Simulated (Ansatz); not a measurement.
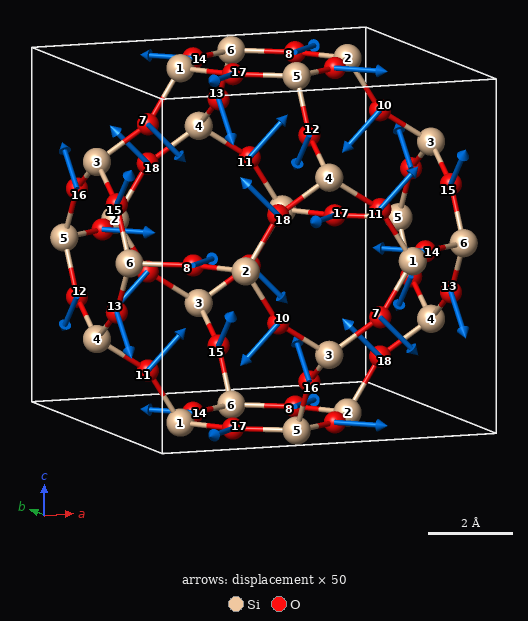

A relaxation of solid SiO2 (set up in Im-3m). The starting structure is drawn; blue arrows show the displacements, magnified 50 times.

Style: ball-and-stick. Shown: the conventional cell (2 times the calculation's cell), slightly off an axis. Lengths and directions refer to the drawn axes.

Case: volume × 0.88, shape and atoms relaxed.

The calculation used Ansatz 0.2.0, DFT r2SCAN, scalar-relativistic, plane waves, PAW.

The input:
```yaml
crystal:
  lattice:
    - [-4.28228829, 4.28228829, 4.28228829]
    - [4.28228829, -4.28228829, 4.28228829]
    - [4.28228829, 4.28228829, -4.28228829]
  atoms:
    - { symbol: Si, position: [0.5, 0.25, 0.75] }
    - { symbol: Si, position: [0.5, 0.75, 0.25] }
    - { symbol: Si, position: [0.25, 0.75, 0.5] }
    - { symbol: Si, position: [0.75, 0.25, 0.5] }
    - { symbol: Si, position: [0.25, 0.5, 0.75] }
    - { symbol: Si, position: [0.75, 0.5, 0.25] }
    - { symbol: O, position: [0.3473698093, 0.0, 0.6526301907] }
    - { symbol: O, position: [0.6526301907, 0.6526301907, 0.3052603814] }
    - { symbol: O, position: [0.3473698093, 0.6526301907, 0.0] }
    - { symbol: O, position: [0.3473698093, 0.6947396186, 0.3473698093] }
    - { symbol: O, position: [0.6526301907, 0.3052603814, 0.6526301907] }
    - { symbol: O, position: [0.0, 0.3473698093, 0.6526301907] }
    - { symbol: O, position: [0.6947396186, 0.3473698093, 0.3473698093] }
    - { symbol: O, position: [0.6526301907, 0.3473698093, 0.0] }
    - { symbol: O, position: [0.0, 0.6526301907, 0.3473698093] }
    - { symbol: O, position: [0.3052603814, 0.6526301907, 0.6526301907] }
    - { symbol: O, position: [0.3473698093, 0.3473698093, 0.6947396186] }
    - { symbol: O, position: [0.6526301907, 0.0, 0.3473698093] }
basis:
  ecutwfc: 500
kpoints:
  mp_grid: { grid: [4, 4, 4] }
hamiltonian:
  xc: r2scan
scf:
  occupations: { method: gaussian, width: 0.02 }
output:
  forces: true
  stress: true
  eigenvalues: true
relax:
  adjacent_minimum: "off"
  f_tol: 0.01
  max_steps: 30
```

Command:
```bash
ansatz run input.yaml --threads 4 --pin off --max-ram 10240MiB --backend cpu --events-out ev --progress --plain --runs-dir out
```

Atoms of which element are displaced furthest, and by how much?

Answer. Oxygen: up to 0.028 Å, against 0.000 Å for silicon.

What did the optimiser do to the structure, and how much energy did it gain?

Answer. After 2 accepted moves (3 points after the start) the energy has fallen by 2.8 meV per atom. Largest force component: 0.21 eV/Å at the start, 0.00075 eV/Å at the end. 1 step only repeated the SCF at the same geometry. The largest moves, 0.028 Å, are those of 12 atoms (O7, O8, O9, O10 and others). O18 goes along [−1 0 1]. Si stays in place. The lattice vectors keep their values. Among the contacts that change: Si1–O11 1.551 → 1.557 Å. The space group stays Im-3m (No. 229). Cost: 25 s on 4 threads of Oxide Virtual Turin-like Processor (Zen 5), with other jobs on the host, peak memory 1.7 GiB.
